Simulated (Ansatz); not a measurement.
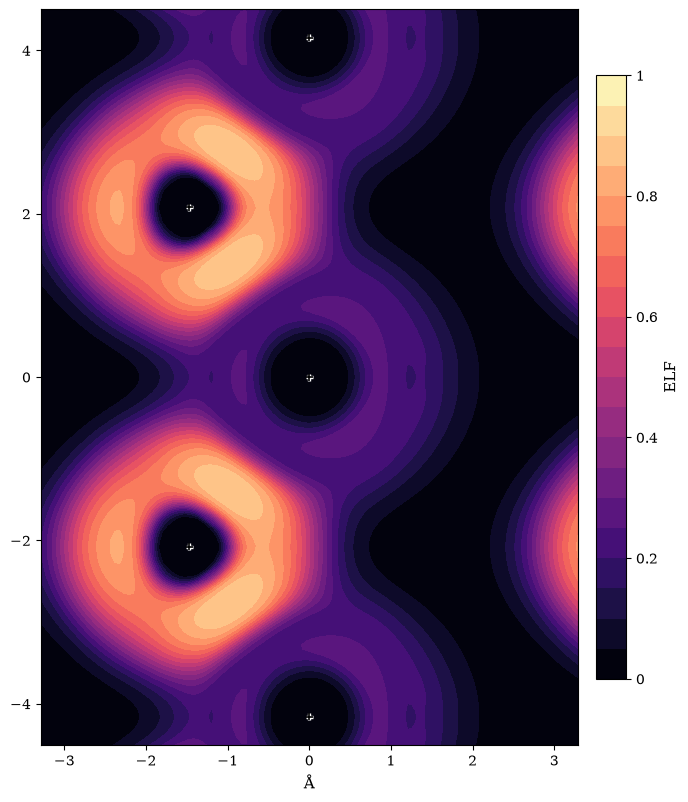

The electron localisation function on a plane through atoms (crosses mark nuclei in the plane).

Method: DFT PBEsol, scalar-relativistic, plane waves, PAW in Ansatz 0.2.0.

Candidates:
A. Ti$_{3}$O$_{5}$, a = 9.62 Å, b = 3.85 Å, c = 9.18 Å, α = 90.00°, β = 91.12°, γ = 90.00°. Space group C2/m; computed without spin polarisation.
B. InP, a = 5.88 Å, b = 5.88 Å, c = 5.88 Å, α = 90.00°, β = 90.00°, γ = 90.00°. Space group F-43m.

**Which candidate gave the map?**

Candidate B: InP on the (101) plane of the conventional cell, which holds In and P. In–P (2.55 Å): the ELF peaks at about 0.90 in the valence shell of P, 0.9 Å from its nucleus, and is about 0.55 at the midpoint.
